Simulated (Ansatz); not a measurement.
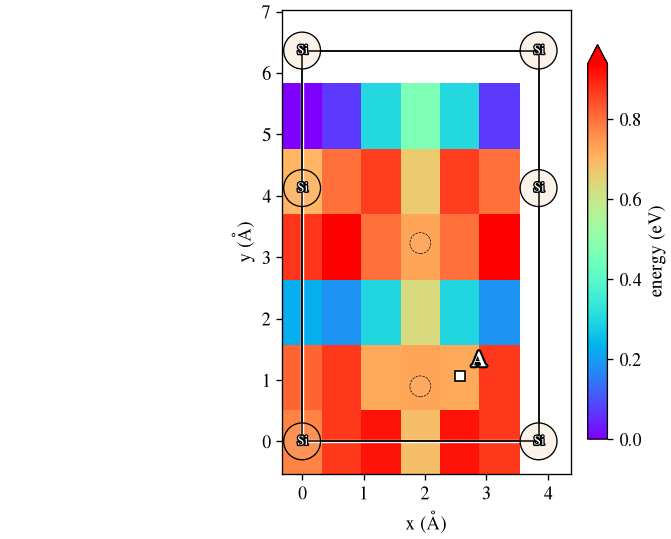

Si on a Si(100) slab cut from the P6_3/mmc phase, its upper half relaxed before the scan (8 atoms of substrate and one adsorbate in a 1 × 1 cell). Si is moved over the surface cell; relaxed at each place: the height of the adsorbate's atoms; substrate rigid; the origin of the map has the adsorbate above Si7. Places are given modulo a cell vector. The map is drawn in real space over the plane of the surface. Grid: 6 × 6 points; 24 points were computed and 12 follow by symmetry. Energies: eV, counted from the lowest grid point. The magnetic moment jumps between some neighbouring points. With one adsorbate in each 1 × 1 cell, its nearest image is 3.9 Å away, so neighbouring adsorbates interact. Level of theory: DFT PBE, scalar-relativistic, plane waves, PAW (Ansatz). Settings: cutoff 420 eV, k-mesh 7×4×1, gaussian smearing 0.05 eV, spin-polarised.

Drawn: one coloured cell a grid point, labelled circles for the atoms of the top layer and small ones for the second layer, the outline of one cell of the plane, one colour for all values above the top of the scale, the point A.

Question: Is A at rest? If not, where is it pushed?

Answer: A, at (4/6, 1/6) of the cell vectors, is not a stationary point. The computed force is 0.72 eV/Å in the plane, pointing up and left in the picture (components −0.29 and 0.66 eV/Å).

PAW datasets: the set soft_1.
